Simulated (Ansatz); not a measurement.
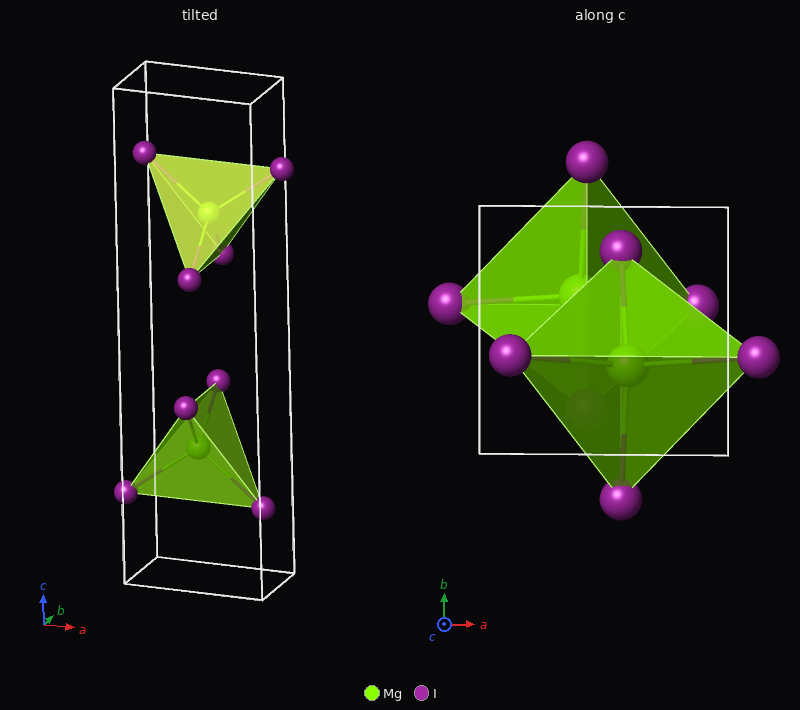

View slightly off an axis and along the c axis, drawn as a polyhedral model. Lines trace the edges of the conventional unit cell. A few atoms beyond the faces are included. Cell: a = 4.40 Å, b = 4.40 Å, c = 16.11 Å, α = 95.68°, β = 94.03°, γ = 90.02°.

The structure was taken from a structure type filled with these elements by a generator (whether the compound takes this form wasn't checked). Earlier steps of the study may have refined or changed the cell and positions. It went into a calculation with Ansatz.

> Describe the arrangement of the atoms.

The stoichiometry is MgI$_{2}$. Space group P-1 (No. 2), lattice primitive triclinic. In the cell are 2 Mg, 4 I, which makes 2 formula units. The polyhedra are MgI4 tetrahedra; they share corners. Around each Mg lie four I in a tetrahedral arrangement at about 2.8 Å. Each I atom has two Mg in a bent arrangement at about 2.8 Å around it. The bonds build MgI2 layers parallel to (001).

Setup: DFT PBE, scalar-relativistic, plane waves, PAW in Ansatz; a basis cut at 420 eV, the zone sampled with 6×6×2 points, Gaussian smearing of 0.02 eV, no spin polarisation.

> What is the electronic character?

An insulator at this level, with a gap of 3.34 eV, indirect.

> Give the Bader charge of each element.

Mg +1.59 e; I -0.80 e.

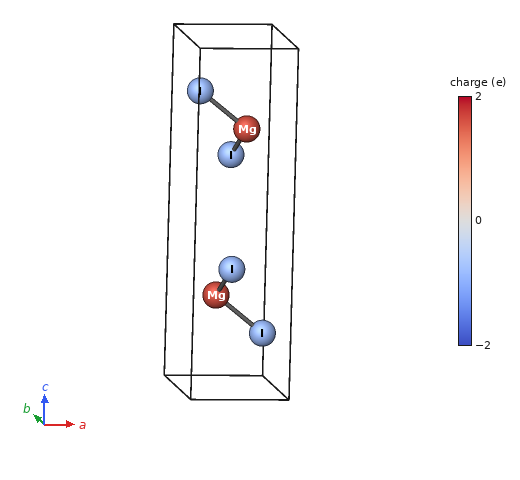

The atoms coloured by those charges. The run's cell of 6 atoms is drawn.

> Does the calculation find this structure at rest?

Yes. All forces vanish to within 0.01 eV/Å. The pressure is 0.0 GPa, close to zero.
